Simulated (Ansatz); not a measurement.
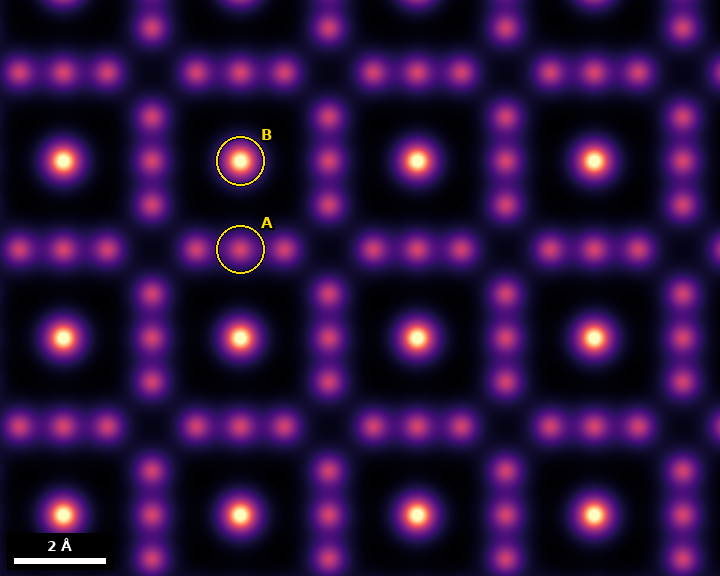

Map of the projected electrostatic potential of C (Pm-3n, No. 223) along [001]. Computed as the sum of neutral-atom potentials (tabulated electron scattering factors, B = 0.5 Å²) projected along the beam and smoothed by 0.25 Å; brighter is more positive. Structure used: the geometry relaxed with DFT, PBE, plane waves (420 eV) with PAW, scalar-relativistic in Ansatz; the starting structure was generated, so it need not be a known form of this composition.

```
CELL_PARAMETERS angstrom
3.87387 0.00000 0.00000
0.00000 3.87387 0.00000
0.00000 0.00000 3.87387
ATOMIC_POSITIONS crystal
C 0.00000 0.00000 0.00000
C 0.50000 0.50000 0.50000
C 0.25000 0.00000 0.50000
C 0.75000 0.00000 0.50000
C 0.50000 0.25000 0.00000
C 0.50000 0.75000 0.00000
C 0.00000 0.50000 0.25000
C 0.00000 0.50000 0.75000
```

### Which atoms make up the marked columns?

C (1 C per 3.87 Å along the beam; about 50 % of the brightest peak). B: C (2 C per 3.87 Å along the beam; the brightest kind). Brightness is counted from the darkest point of the image.
